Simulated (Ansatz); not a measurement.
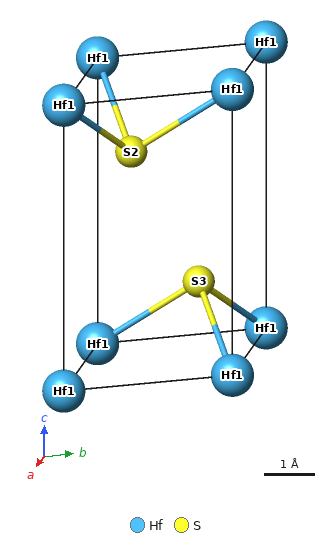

Figure 1. The input geometry (ball-and-stick view of the cell of the calculation, seen slightly off an axis; atoms are numbered from 1 in the order of the input). An atom can appear more than once, as a periodic image. Near neighbours in the periodic cell (some may lie outside the picture): Hf has 6 S at 2.54 Å; S has 3 Hf at 2.54 Å.

Geometry relaxation, with input and output: HfS₂ (part 1 of 2)

System: HfS₂ (P-3m1, 3 atoms in the cell).
Method: DFT PBE+D3(BJ), scalar-relativistic, plane waves, PAW, no spin polarisation (Ansatz 0.2.0).

The structure derives from a Materials Project entry. Figures and captions count atoms from 1; the log counts them from 0 in places.

### Input file
```yaml
crystal:
  lattice:
    - [3.63966418, 0.0, 0.0]
    - [-1.81983209, 3.1520416411, 0.0]
    - [0.0, 0.0, 6.05556247]
  atoms:
    - { symbol: Hf, position: [0.0, 0.0, 0.0] }
    - { symbol: S, position: [0.66666667, 0.33333333, 0.76395205] }
    - { symbol: S, position: [0.33333333, 0.66666667, 0.23604795] }
basis:
  ecutwfc: 420
kpoints:
  mp_grid: { grid: [12, 12, 6] }
hamiltonian:
  xc: pbe
  dispersion: d3bj
scf:
  occupations: { method: gaussian, width: 0.02 }
output:
  forces: true
  stress: true
  eigenvalues: true
  write_density: true
  write_potential: true
  elf: true
  volumetric_format: npy
relax:
  adjacent_minimum: "off"
  f_tol: 0.005
  max_steps: 80
  cell: { stress_tol: 0.05 }
```

Hardware: 4 threads of Arm Neoverse V1, 24 GiB of memory available, shared host.

Command:
```bash
ansatz run input.yaml --threads 4 --pin off --max-ram 10240MiB --backend cpu --events-out ev --progress --plain --runs-dir out
```

### The program's output
```
Engine: ansatz 0.2.0, aarch64-unknown-linux-gnu
Pseudopotentials: kind: paw
Pseudopotential: Hf, paw, valence charge 26, recommended cutoff 420 eV (normal), Hf.paw.azcp
Pseudopotential: S, paw, valence charge 6, recommended cutoff 420 eV (normal), S.paw.azcp
Functional definition: PBE
  parameter kappa = 0.804
  parameter beta = 0.06672455060314922
  exchange = pbe_x(kappa = kappa, mu = beta*pi^2/3)
  correlation = pbe_c(beta = beta)
Crystal: 3 atoms, lattice volume = 69.472 Å³
Basis set: ecut = 420 eV, 1317 PW (Γ), exchange–correlation on 50×50×90 points (8 copies of the dense FFT grid, shifted against one another)
Bands: 23, of which v1, the nominal top of the filled ones, is band 19 counted from 1 (18 counted from 0)
Symmetry: 12 space group operations
Space group: P-3m1 (ITA 164), of the structure as read, at distance tolerance 4.1e-5 Å
k-points: 100 of 864
Non-local potential: Hf, projectors of the file, l = 0: 3, l = 1: 2, l = 2: 2, l = 3: 3
Non-local potential: S, projectors of the file, l = 0: 2, l = 1: 2, l = 2: 2
PAW form: soft (Blöchl's): semilocal exchange-correlation on the pseudo side does not see the compensation charge
PAW one-centre angular grid: Hf, 590 points (default); XC on 64 Gauss nodes
PAW one-centre angular grid: S, 110 points (default); XC on 64 Gauss nodes
Initial density: superposition of atomic densities (neutral atoms: chi_scale 0, normalization atom), corrected by the library's trained network
Initial wavefunctions: pseudopotential atomic-orbital guess
Functional: x = pbe(κ = 0.804, μ = 0.2195149727645171), c = pbe(β = 0.06672455060314922)
SCF iter   1: F=—  HF=-17531.136024 eV  |F-HF|=—  |Δ(HF+E_count)|=         —  Δρ=1.38e-3  dr2=6.80e-4  ethr=1.77e-3  ⟨swp⟩=6.0  Hψ=9917  notcnv=0
preconditioner: auto → Resta (q_TF=auto, 2.467 Å⁻¹)  ε∞=5.3  [insulator: Δε(μ)=1.183 eV  Ē_g=11.727 eV  σ=0.020 eV  W_gap=1.00  n_scr=22 (ndim 8)  ℏωp=24.4 eV  f_vac=0.109  D(μ)=0.00/eV (n_scr^D=0)  ε∞_Penn≈5.3]
SCF iter   2: F=—  HF=-17531.135484 eV  |F-HF|=—  |Δ(HF+E_count)|=   5.41e-4  Δρ=8.15e-4  dr2=2.62e-4  ethr=1.79e-6  ⟨swp⟩=2.8  Hψ=5219  notcnv=0
SCF iter   3: F=—  HF=-17531.135842 eV  |F-HF|=—  |Δ(HF+E_count)|=   3.58e-4  Δρ=1.60e-4  dr2=4.07e-5  ethr=6.90e-7  ⟨swp⟩=2.0  Hψ=3974  notcnv=0
SCF iter   4: F=—  HF=-17531.135792 eV  |F-HF|=—  |Δ(HF+E_count)|=   5.00e-5  Δρ=1.04e-4  dr2=1.99e-5  ethr=1.07e-7  ⟨swp⟩=2.0  Hψ=3625  notcnv=0
SCF iter   5: F=—  HF=-17531.135799 eV  |F-HF|=—  |Δ(HF+E_count)|=   7.04e-6  Δρ=8.82e-5  dr2=1.08e-5  ethr=5.23e-8  ⟨swp⟩=2.0  Hψ=3616  notcnv=0
SCF iter   6: F=—  HF=-17531.135799 eV  |F-HF|=—  |Δ(HF+E_count)|=   5.14e-8  Δρ=2.33e-5  dr2=6.44e-7  ethr=2.84e-8  ⟨swp⟩=2.0  Hψ=3700  notcnv=0
SCF iter   7: F=-17531.135800 eV  HF=-17531.135800 eV  |F-HF|=4.23e-9  |Δ(HF+E_count)|=   6.94e-7  Δρ=7.67e-6  dr2=8.63e-8  ethr=2.63e-10  ⟨swp⟩=6.9  Hψ=16296  notcnv=0
SCF 1 converged in 7 iterations: F = -17531.135800 eV  dr2 = 8.63e-8
  greatest PAW one-centre occupation: 0.999 electrons in one spin orbital (limit 2), on the Hf atom at site 0 (counted from 0), in its partial waves of l = 0
relax step   1: F+E_penalty+E_count = -17531.13579963 eV  Δ(F+E_penalty+E_count) = +0.000e0 eV  max|allowed force component| = 2.303e-1 eV/Å  Δτ_max = 0.0000 Å  P = -0.521 GPa  Ω = 69.472 Å³  (7 SCF iters, dr2 threshold 1.00e-7 eV, accepted)
Crystal: 3 atoms, lattice volume = 63.636 Å³
Basis set: ecut = 420 eV, 1237 PW (Γ), exchange–correlation on 50×50×90 points (8 copies of the dense FFT grid, shifted against one another)
Initial density: handed on by an earlier stage of this run
Initial wavefunctions: those handed on with the density
iter 1 solved again at ethr=5.83e-4 eV; its pass at ethr=3.10e-3 eV (dr2=2.22e-1 eV) is discarded
SCF iter   1: F=—  HF=-17531.175952 eV  |F-HF|=—  |Δ(HF+E_count)|=         —  Δρ=9.79e-3  dr2=2.23e-1  ethr=5.83e-4  ⟨swp⟩=1.0  Hψ=13504  notcnv=0
preconditioner: auto → Resta (q_TF=auto, 2.504 Å⁻¹)  ε∞=5.7  [insulator: Δε(μ)=0.525 eV  Ē_g=11.767 eV  σ=0.020 eV  W_gap=1.00  n_scr=22 (ndim 8)  ℏωp=25.5 eV  f_vac=0.026  D(μ)=0.00/eV (n_scr^D=0)  ε∞_Penn≈5.7]
SCF iter   2: F=—  HF=-17531.133939 eV  |F-HF|=—  |Δ(HF+E_count)|=   4.20e-2  Δρ=4.32e-3  dr2=2.51e-2  ethr=5.83e-4  ⟨swp⟩=2.1  Hψ=3235  notcnv=0
SCF iter   3: F=—  HF=-17531.128232 eV  |F-HF|=—  |Δ(HF+E_count)|=   5.71e-3  Δρ=1.75e-3  dr2=4.33e-3  ethr=6.62e-5  ⟨swp⟩=2.0  Hψ=4100  notcnv=0
SCF iter   4: F=—  HF=-17531.127540 eV  |F-HF|=—  |Δ(HF+E_count)|=   6.92e-4  Δρ=9.69e-4  dr2=7.99e-4  ethr=1.14e-5  ⟨swp⟩=2.0  Hψ=4165  notcnv=0
SCF iter   5: F=—  HF=-17531.127403 eV  |F-HF|=—  |Δ(HF+E_count)|=   1.37e-4  Δρ=4.22e-4  dr2=1.23e-4  ethr=2.10e-6  ⟨swp⟩=2.0  Hψ=3800  notcnv=0
SCF iter   6: F=—  HF=-17531.127525 eV  |F-HF|=—  |Δ(HF+E_count)|=   1.22e-4  Δρ=9.45e-5  dr2=5.26e-6  ethr=3.25e-7  ⟨swp⟩=2.0  Hψ=3465  notcnv=0
SCF iter   7: F=—  HF=-17531.127533 eV  |F-HF|=—  |Δ(HF+E_count)|=   8.28e-6  Δρ=1.60e-5  dr2=2.27e-7  ethr=7.89e-10  ⟨swp⟩=7.5  Hψ=18076  notcnv=0
SCF iter   8: F=-17531.127534 eV  HF=-17531.127534 eV  |F-HF|=3.49e-8  |Δ(HF+E_count)|=   4.96e-7  Δρ=5.31e-6  dr2=2.56e-8  ethr=5.99e-10  ⟨swp⟩=10.0  Hψ=19584  notcnv=0
SCF 2 converged in 8 iterations: F = -17531.127534 eV  dr2 = 2.56e-8
  Residual-converged pass: ⟨swp⟩=1.0  Hψ=2702  notcnv=0  max |occ|·‖R‖ = 7.1e-9 eV (tolerance 1.0e-8 eV)  dr2=2.56e-8  dr2_onsite=4.04e-8  max |Δocc| = 6.3e-130
relax step   2: F+E_penalty+E_count = -17531.12753372 eV  Δ(F+E_penalty+E_count) = +8.266e-3 eV  max|allowed force component| = 4.978e-1 eV/Å  Δτ_max = 0.1482 Å  P = -0.529 GPa  Ω = 63.636 Å³  energy of the carried Pulay correction = +8.490e-4 eV  (8 SCF iters, dr2 threshold 3.00e-7 eV, rejected (line search))
Crystal: 3 atoms, lattice volume = 67.226 Å³
Basis set: ecut = 420 eV, 1303 PW (Γ), exchange–correlation on 50×50×90 points (8 copies of the dense FFT grid, shifted against one another)
iter 1 solved again at ethr=2.27e-4 eV; its pass at ethr=3.10e-3 eV (dr2=8.64e-2 eV) is discarded
SCF iter   1: F=—  HF=-17531.176814 eV  |F-HF|=—  |Δ(HF+E_count)|=         —  Δρ=6.01e-3  dr2=8.72e-2  ethr=2.27e-4  ⟨swp⟩=1.0  Hψ=13536  notcnv=0
preconditioner: auto → Resta (q_TF=auto, 2.481 Å⁻¹)  ε∞=5.5  [insulator: Δε(μ)=1.105 eV  Ē_g=11.728 eV  σ=0.020 eV  W_gap=1.00  n_scr=22 (ndim 8)  ℏωp=24.8 eV  f_vac=0.091  D(μ)=0.00/eV (n_scr^D=0)  ε∞_Penn≈5.5]
SCF iter   2: F=—  HF=-17531.159697 eV  |F-HF|=—  |Δ(HF+E_count)|=   1.71e-2  Δρ=2.81e-3  dr2=1.25e-2  ethr=2.27e-4  ⟨swp⟩=2.0  Hψ=3236  notcnv=0
SCF iter   3: F=—  HF=-17531.156982 eV  |F-HF|=—  |Δ(HF+E_count)|=   2.72e-3  Δρ=1.09e-3  dr2=2.03e-3  ethr=3.30e-5  ⟨swp⟩=2.0  Hψ=4090  notcnv=0
SCF iter   4: F=—  HF=-17531.156691 eV  |F-HF|=—  |Δ(HF+E_count)|=   2.91e-4  Δρ=6.47e-4  dr2=4.24e-4  ethr=5.34e-6  ⟨swp⟩=2.0  Hψ=4248  notcnv=0
SCF iter   5: F=—  HF=-17531.156660 eV  |F-HF|=—  |Δ(HF+E_count)|=   3.09e-5  Δρ=2.83e-4  dr2=6.01e-5  ethr=1.12e-6  ⟨swp⟩=2.0  Hψ=3785  notcnv=0
SCF iter   6: F=—  HF=-17531.156768 eV  |F-HF|=—  |Δ(HF+E_count)|=   1.08e-4  Δρ=6.95e-5  dr2=2.90e-6  ethr=1.58e-7  ⟨swp⟩=2.0  Hψ=3555  notcnv=0
SCF iter   7: F=—  HF=-17531.156773 eV  |F-HF|=—  |Δ(HF+E_count)|=   4.63e-6  Δρ=1.07e-5  dr2=1.10e-7  ethr=7.62e-9  ⟨swp⟩=2.0  Hψ=3795  notcnv=0
SCF iter   8: F=—  HF=-17531.156773 eV  |F-HF|=—  |Δ(HF+E_count)|=   2.84e-7  Δρ=3.91e-6  dr2=1.48e-8  ethr=2.89e-10  ⟨swp⟩=2.0  Hψ=4191  notcnv=0
SCF iter   9: F=—  HF=-17531.156773 eV  |F-HF|=—  |Δ(HF+E_count)|=   3.89e-8  Δρ=1.58e-6  dr2=1.69e-9  ethr=3.88e-11  ⟨swp⟩=2.0  Hψ=4196  notcnv=0
SCF iter  10: F=—  HF=-17531.156773 eV  |F-HF|=—  |Δ(HF+E_count)|=   2.74e-9  Δρ=2.96e-7  dr2=7.36e-11  ethr=4.45e-12  ⟨swp⟩=2.0  Hψ=3792  notcnv=0
SCF iter  11: F=-17531.156773 eV  HF=-17531.156773 eV  |F-HF|=0.00e0  |Δ(HF+E_count)|=  1.02e-10  Δρ=6.12e-8  dr2=2.78e-12  ethr=1.00e-12  ⟨swp⟩=6.0  Hψ=11719  notcnv=0
SCF 3 converged in 11 iterations: F = -17531.156773 eV  dr2 = 2.78e-12
relax step   3: F+E_penalty+E_count = -17531.15677332 eV  Δ(F+E_penalty+E_count) = -2.097e-2 eV  max|allowed force component| = 3.888e-2 eV/Å  Δτ_max = 0.0522 Å  P = -0.485 GPa  Ω = 67.226 Å³  energy of the carried Pulay correction = +3.181e-4 eV  (11 SCF iters, accepted)
Crystal: 3 atoms, lattice volume = 65.119 Å³
Basis set: ecut = 420 eV, 1243 PW (Γ), exchange–correlation on 50×50×90 points (8 copies of the dense FFT grid, shifted against one another)
iter 1 solved again at ethr=4.21e-5 eV; its pass at ethr=3.10e-3 eV (dr2=1.60e-2 eV) is discarded
SCF iter   1: F=—  HF=-17531.168215 eV  |F-HF|=—  |Δ(HF+E_count)|=         —  Δρ=2.94e-3  dr2=1.66e-2  ethr=4.21e-5  ⟨swp⟩=1.9  Hψ=14018  notcnv=0
preconditioner: auto → Resta (q_TF=auto, 2.494 Å⁻¹)  ε∞=5.6  [insulator: Δε(μ)=0.831 eV  Ē_g=11.760 eV  σ=0.020 eV  W_gap=1.00  n_scr=22 (ndim 8)  ℏωp=25.2 eV  f_vac=0.041  D(μ)=0.00/eV (n_scr^D=0)  ε∞_Penn≈5.6]
SCF iter   2: F=—  HF=-17531.164984 eV  |F-HF|=—  |Δ(HF+E_count)|=   3.23e-3  Δρ=1.43e-3  dr2=2.64e-3  ethr=4.21e-5  ⟨swp⟩=2.0  Hψ=3227  notcnv=0
SCF iter   3: F=—  HF=-17531.164408 eV  |F-HF|=—  |Δ(HF+E_count)|=   5.75e-4  Δρ=4.58e-4  dr2=2.88e-4  ethr=6.96e-6  ⟨swp⟩=2.0  Hψ=2899  notcnv=0
SCF iter   4: F=—  HF=-17531.164427 eV  |F-HF|=—  |Δ(HF+E_count)|=   1.85e-5  Δρ=1.60e-4  dr2=2.31e-5  ethr=7.57e-7  ⟨swp⟩=2.0  Hψ=2921  notcnv=0
SCF iter   5: F=—  HF=-17531.164452 eV  |F-HF|=—  |Δ(HF+E_count)|=   2.50e-5  Δρ=9.10e-5  dr2=6.08e-6  ethr=6.08e-8  ⟨swp⟩=2.0  Hψ=4200  notcnv=0
SCF iter   6: F=—  HF=-17531.164445 eV  |F-HF|=—  |Δ(HF+E_count)|=   7.44e-6  Δρ=2.50e-5  dr2=4.61e-7  ethr=1.60e-8  ⟨swp⟩=2.0  Hψ=4200  notcnv=0
SCF iter   7: F=-17531.164446 eV  HF=-17531.164446 eV  |F-HF|=8.91e-9  |Δ(HF+E_count)|=   9.81e-7  Δρ=4.36e-6  dr2=1.53e-8  ethr=7.89e-10  ⟨swp⟩=11.0  Hψ=20251  notcnv=0
SCF 4 converged in 7 iterations: F = -17531.164446 eV  dr2 = 1.53e-8
relax step   4: F+E_penalty+E_count = -17531.16444552 eV  Δ(F+E_penalty+E_count) = -7.672e-3 eV  max|allowed force component| = 2.239e-2 eV/Å  Δτ_max = 0.0442 Å  P = -0.038 GPa  Ω = 65.119 Å³  energy of the carried Pulay correction = +6.263e-4 eV  (7 SCF iters, dr2 threshold 3.00e-7 eV, accepted)
Crystal: 3 atoms, lattice volume = 65.046 Å³
iter 1 solved again at ethr=3.17e-7 eV; its pass at ethr=3.10e-3 eV (dr2=1.21e-4 eV) is discarded
SCF iter   1: F=—  HF=-17531.164804 eV  |F-HF|=—  |Δ(HF+E_count)|=         —  Δρ=3.61e-4  dr2=8.97e-5  ethr=3.17e-7  ⟨swp⟩=3.1  Hψ=15142  notcnv=0
preconditioner: auto → Resta (q_TF=auto, 2.495 Å⁻¹)  ε∞=5.6  [insulator: Δε(μ)=0.860 eV  Ē_g=11.753 eV  σ=0.020 eV  W_gap=1.00  n_scr=22 (ndim 8)  ℏωp=25.2 eV  f_vac=0.043  D(μ)=0.00/eV (n_scr^D=0)  ε∞_Penn≈5.6]
SCF iter   2: F=—  HF=-17531.164814 eV  |F-HF|=—  |Δ(HF+E_count)|=   9.58e-6  Δρ=1.82e-4  dr2=1.13e-5  ethr=2.36e-7  ⟨swp⟩=2.0  Hψ=2764  notcnv=0
SCF iter   3: F=—  HF=-17531.164820 eV  |F-HF|=—  |Δ(HF+E_count)|=   5.68e-6  Δρ=6.78e-5  dr2=1.81e-6  ethr=2.97e-8  ⟨swp⟩=2.3  Hψ=4058  notcnv=0
SCF iter   4: F=—  HF=-17531.164821 eV  |F-HF|=—  |Δ(HF+E_count)|=   8.70e-7  Δρ=2.88e-5  dr2=4.63e-7  ethr=7.84e-10  ⟨swp⟩=13.1  Hψ=24850  notcnv=0
SCF iter   5: F=-17531.164821 eV  HF=-17531.164821 eV  |F-HF|=2.05e-8  |Δ(HF+E_count)|=   2.49e-7  Δρ=7.24e-6  dr2=4.60e-8  ethr=7.84e-10  ⟨swp⟩=11.0  Hψ=20155  notcnv=0
SCF 5 converged in 5 iterations: F = -17531.164821 eV  dr2 = 4.60e-8
relax step   5: F+E_penalty+E_count = -17531.16482083 eV  Δ(F+E_penalty+E_count) = -3.753e-4 eV  max|allowed force component| = 5.258e-3 eV/Å  Δτ_max = 0.0019 Å  P = -0.083 GPa  Ω = 65.046 Å³  energy of the carried Pulay correction = +6.372e-4 eV  (5 SCF iters, dr2 threshold 2.98e-7 eV, accepted)
Crystal: 3 atoms, lattice volume = 64.895 Å³
iter 1 solved again at ethr=4.61e-7 eV; its pass at ethr=3.10e-3 eV (dr2=1.75e-4 eV) is discarded
SCF iter   1: F=—  HF=-17531.164825 eV  |F-HF|=—  |Δ(HF+E_count)|=         —  Δρ=2.37e-4  dr2=1.67e-4  ethr=4.61e-7  ⟨swp⟩=2.0  Hψ=12463  notcnv=0
preconditioner: auto → Resta (q_TF=auto, 2.495 Å⁻¹)  ε∞=5.6  [insulator: Δε(μ)=0.850 eV  Ē_g=11.757 eV  σ=0.020 eV  W_gap=1.00  n_scr=22 (ndim 8)  ℏωp=25.2 eV  f_vac=0.043  D(μ)=0.00/eV (n_scr^D=0)  ε∞_Penn≈5.6]
SCF iter   2: F=—  HF=-17531.164795 eV  |F-HF|=—  |Δ(HF+E_count)|=   2.95e-5  Δρ=8.51e-5  dr2=1.81e-5  ethr=4.39e-7  ⟨swp⟩=2.0  Hψ=2834  notcnv=0
SCF iter   3: F=—  HF=-17531.164804 eV  |F-HF|=—  |Δ(HF+E_count)|=   8.73e-6  Δρ=3.49e-5  dr2=2.21e-6  ethr=4.76e-8  ⟨swp⟩=2.0  Hψ=3753  notcnv=0
SCF iter   4: F=—  HF=-17531.164804 eV  |F-HF|=—  |Δ(HF+E_count)|=   5.14e-7  Δρ=2.39e-5  dr2=5.78e-7  ethr=5.81e-9  ⟨swp⟩=2.0  Hψ=4115  notcnv=0
SCF iter   5: F=—  HF=-17531.164804 eV  |F-HF|=—  |Δ(HF+E_count)|=   5.70e-8  Δρ=7.58e-6  dr2=5.59e-8  ethr=1.52e-9  ⟨swp⟩=2.0  Hψ=3800  notcnv=0
SCF iter   6: F=-17531.164804 eV  HF=-17531.164804 eV  |F-HF|=6.32e-9  |Δ(HF+E_count)|=   6.15e-8  Δρ=1.91e-6  dr2=2.71e-9  ethr=5.45e-11  ⟨swp⟩=8.9  Hψ=16092  notcnv=0
SCF 6 converged in 6 iterations: F = -17531.164804 eV  dr2 = 2.71e-9
relax step   6: F+E_penalty+E_count = -17531.16480373 eV  Δ(F+E_penalty+E_count) = +1.710e-5 eV  max|allowed force component| = 2.428e-2 eV/Å  Δτ_max = 0.0002 Å  P = +0.162 GPa  Ω = 64.895 Å³  energy of the carried Pulay correction = +6.595e-4 eV  (6 SCF iters, dr2 threshold 2.07e-8 eV, rejected (line search))
Crystal: 3 atoms, lattice volume = 64.976 Å³
iter 1 solved again at ethr=1.49e-7 eV; its pass at ethr=3.10e-3 eV (dr2=5.68e-5 eV) is discarded
SCF iter   1: F=—  HF=-17531.164847 eV  |F-HF|=—  |Δ(HF+E_count)|=         —  Δρ=1.39e-4  dr2=5.46e-5  ethr=1.49e-7  ⟨swp⟩=2.0  Hψ=13169  notcnv=0
preconditioner: auto → Resta (q_TF=auto, 2.495 Å⁻¹)  ε∞=5.6  [insulator: Δε(μ)=0.855 eV  Ē_g=11.754 eV  σ=0.020 eV  W_gap=1.00  n_scr=22 (ndim 8)  ℏωp=25.2 eV  f_vac=0.043  D(μ)=0.00/eV (n_scr^D=0)  ε∞_Penn≈5.6]
SCF iter   2: F=—  HF=-17531.164853 eV  |F-HF|=—  |Δ(HF+E_count)|=   5.47e-6  Δρ=4.80e-5  dr2=5.40e-6  ethr=1.44e-7  ⟨swp⟩=2.0  Hψ=2829  notcnv=0
SCF iter   3: F=—  HF=-17531.164849 eV  |F-HF|=—  |Δ(HF+E_count)|=   3.45e-6  Δρ=2.10e-5  dr2=7.65e-7  ethr=1.42e-8  ⟨swp⟩=2.0  Hψ=3760  notcnv=0
SCF iter   4: F=—  HF=-17531.164848 eV  |F-HF|=—  |Δ(HF+E_count)|=   8.93e-7  Δρ=1.32e-5  dr2=1.96e-7  ethr=2.01e-9  ⟨swp⟩=2.0  Hψ=3925  notcnv=0
SCF iter   5: F=—  HF=-17531.164848 eV  |F-HF|=—  |Δ(HF+E_count)|=   1.00e-9  Δρ=4.43e-6  dr2=1.39e-8  ethr=5.15e-10  ⟨swp⟩=2.0  Hψ=3773  notcnv=0
SCF iter   6: F=—  HF=-17531.164848 eV  |F-HF|=—  |Δ(HF+E_count)|=   1.47e-8  Δρ=9.56e-7  dr2=4.15e-10  ethr=3.67e-11  ⟨swp⟩=2.0  Hψ=3816  notcnv=0
SCF iter   7: F=—  HF=-17531.164848 eV  |F-HF|=—  |Δ(HF+E_count)|=  6.62e-10  Δρ=2.55e-7  dr2=6.81e-11  ethr=1.09e-12  ⟨swp⟩=2.0  Hψ=4141  notcnv=0
SCF iter   8: F=-17531.164848 eV  HF=-17531.164848 eV  |F-HF|=1.82e-11  |Δ(HF+E_count)|=  1.13e-10  Δρ=9.67e-8  dr2=6.96e-12  ethr=1.00e-12  ⟨swp⟩=6.9  Hψ=12927  notcnv=0
SCF 7 converged in 8 iterations: F = -17531.164848 eV  dr2 = 6.96e-12
```
